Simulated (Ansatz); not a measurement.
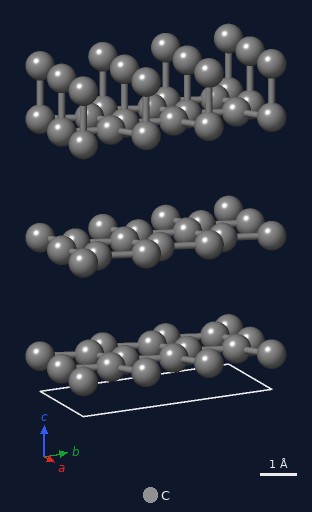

Starting structure of a slab of composition C (cut from the P6_3/mmc phase). A ball-and-stick model of the 2 × 3 repeat of the cell, outlined in the plane, without the vacuum, seen slightly off an axis.

Case: C put at a top C site. The slab is the (0 0 1) face of C with C on it. 2 atoms are held fixed.

Theory: Ansatz, DFT PBE+D3(BJ), scalar-relativistic, plane waves, PAW.

Input
```yaml
crystal:
  lattice:
    - [2.4649796692, 0.0, 0.0]
    - [-1.2324898346, 2.1347350134, 0.0]
    - [0.0, 0.0, 25.7384334293]
  atoms:
    - { symbol: C, position: [0.0, 0.0, 0.3302454386] }
    - { symbol: C, position: [0.3333333333, 0.6666666667, 0.3302454294] }
    - { symbol: C, position: [0.0, 0.0, 0.4611476012] }
    - { symbol: C, position: [0.6666666667, 0.3333333333, 0.4611475919] }
    - { symbol: C, position: [0.0, 0.0, 0.5920497637] }
    - { symbol: C, position: [0.3333333333, 0.6666666667, 0.5920497545] }
    - { symbol: C, position: [0.0, 0.0, 0.651105417] }
basis:
  ecutwfc: 420
kpoints:
  mp_grid: { grid: [12, 12, 1] }
hamiltonian:
  xc: pbe
  dispersion: d3bj
scf:
  occupations: { method: gaussian, width: 0.1 }
output:
  forces: true
  eigenvalues: true
  write_density: true
  write_potential: true
  elf: true
  volumetric_format: npy
relax:
  adjacent_minimum: "off"
  f_tol: 0.03
  max_steps: 70
  constraints: [{ sites: [0, 1] }]
efield:
  axis: 3
  dipole_correction: true
  ramp_width: 0.04
```

Run as
```bash
ansatz run input.yaml --threads 1 --pin off --max-ram 2560MiB --backend cpu --events-out ev --progress --plain --runs-dir out
```

Q: What does the optimiser find from here?

A: After 5 accepted moves (8 points after the start) the energy has fallen by 0.406 eV per cell of the calculation. The largest force component goes from 3 to 0.0017 eV/Å. The line search rejected the trial steps at points 5, 7 of the run. 1 step only repeated the SCF at the same geometry. The atom that moves furthest is C6 (0.21 Å along the normal (−c)). The cell stays as it was. Some distances before and after: C5–C7 1.520 → 1.611 Å, C5–C6 1.423 → 1.439 Å. Among the angles between lasting bonds that change: C6–C5–C7 90.0° → 98.5°, C6–C5–C6 120.0° → 117.9°. The run took 65 s on 1 thread of Arm Neoverse V2 (shared host), peak memory 0.34 GiB.

The end point in the same view:

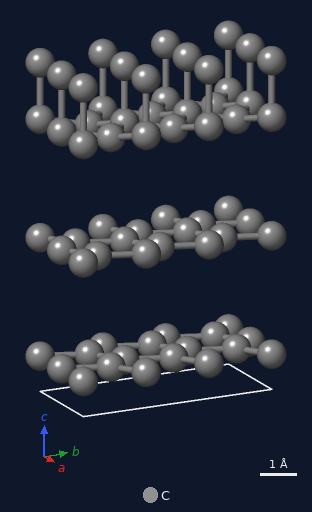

Limits of the set-up: the periodic images lie only 2.5 Å apart, so the values are limited by the cell's size.
